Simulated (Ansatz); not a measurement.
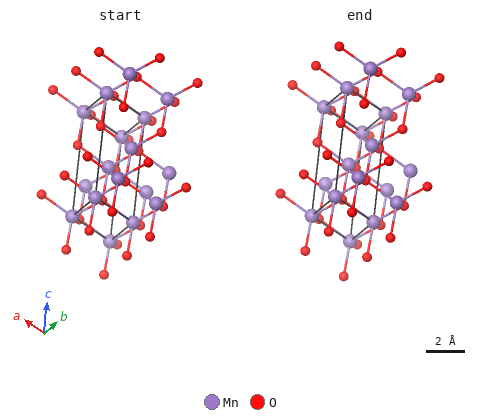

The structure of a crystal of MnO (a generated structure, set up in R3m) before (left) and after (right) a relaxation, at one scale.

Style: ball-and-stick. Shown: the reduced cell, repeated 1 × 2 × 1 with one cell outlined, from a free direction. Lengths and directions refer to the drawn axes.

Case: Co → Mn on all its sites, cell and atoms relaxed.

Method: Ansatz 0.2.0, DFT PBE, scalar-relativistic, plane waves, PAW.

The input:
```yaml
crystal:
  lattice:
    - [1.670859029, 0.9646709102, 5.3160430329]
    - [-1.670859029, 0.9646709102, 5.3160430329]
    - [0.0, -1.9293418204, 5.3160430329]
  atoms:
    - { symbol: Mn, position: [0.9993077695, 0.9993077695, 0.9993077695], spin: 4.12 }
    - { symbol: Mn, position: [0.4993077511, 0.4993077511, 0.4993077511], spin: 4.12 }
    - { symbol: O, position: [0.3756917432, 0.3756917432, 0.3756917432], spin: 0.23 }
    - { symbol: O, position: [0.8756920861, 0.8756920861, 0.8756920861], spin: 0.23 }
basis:
  ecutwfc: 420
kpoints:
  mp_grid: { grid: [12, 12, 12] }
hamiltonian:
  xc: pbe
scf:
  occupations: { method: gaussian, width: 0.1 }
output:
  forces: true
  stress: true
  eigenvalues: true
  populations: true
magnetization:
  spin_polarized: true
relax:
  adjacent_minimum: "off"
  f_tol: 0.01
  max_steps: 60
  cell: { stress_tol: 0.1 }
```

Launched with:
```bash
ansatz run input.yaml --threads 1 --pin off --max-ram 2560MiB --backend cpu --events-out ev --progress --plain --runs-dir out
```

Question: What changed between the two?

Answer: The largest moves relative to the cell, 0.012 Å, are those of Mn1, Mn2, O3 and O4. O4 goes along [1 1 −3]. Largest moves by element: O 0.012 Å, Mn 0.012 Å. The drawn cell changes as follows: a = b 3.342 → 3.395 Å (+1.6 %), c 5.655 → 5.877 Å (+3.9 %), α 72.8° → 73.2°, β 72.8° → 73.2°; the volume changes by +7.6 %. Among the contacts that change: Mn1–O4 1.971 → 2.079 Å, Mn1–O3 2.048 → 2.079 Å. The space group (tolerance 0.01 Å) goes from R3m (No. 160) to F-43m (No. 216). Over 5 accepted moves (7 points after the start) the energy falls by 31.7 meV per atom. The largest force component goes from 0.39 to 0.00046 eV/Å. The pressure goes from 7.74 to 0.02 GPa. The SCF was repeated twice at an unchanged geometry on a basis and grid sized afresh for the cell, which shifted the energy by 4.3 meV per atom at most. The run may lie on a higher electronic state than the lowest, so the end point isn't shown to be the ground-state structure. The run took 2.3 min on 1 thread of AMD EPYC 9R45 96-Core Processor (Zen 5) (shared host), peak memory 0.82 GiB.
